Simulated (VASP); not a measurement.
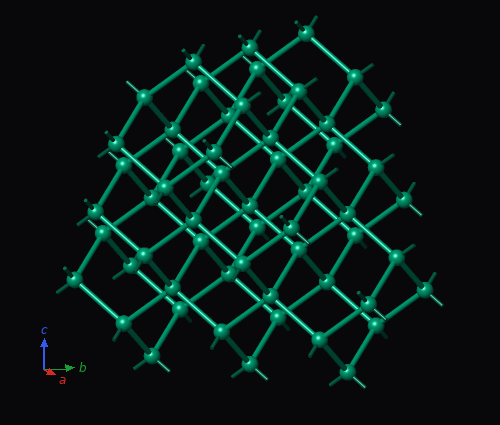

A cut-out of a periodic net derived from a crystal structure. Nodes are coloured by topological kind. Edges to nodes outside the piece are drawn as stubs.

### Classify the net: periodicity, connectivity, name.

A uninodal 4-connected, three-periodic net. It is the dia net, known from diamond, zinc blende and cristobalite.

### Give point symbol and coordination sequence.

6^6, sequence 4, 12, 24, 42, 64, 92.

The net was derived as follows. GaP (space group F-43m, No. 216). Coordinates: the end point of a relaxation with VASP Kohn-Sham DFT of a periodic cell, PBE, VASP PAW PBE potentials, recommended, release 54 (VASP). Bonds are taken as Ga–P below 2.7 Å. Atoms with one bond or none are removed and atoms with two bonds are replaced by edges, until no such atom is left. Ga and P are 4-connected nodes.
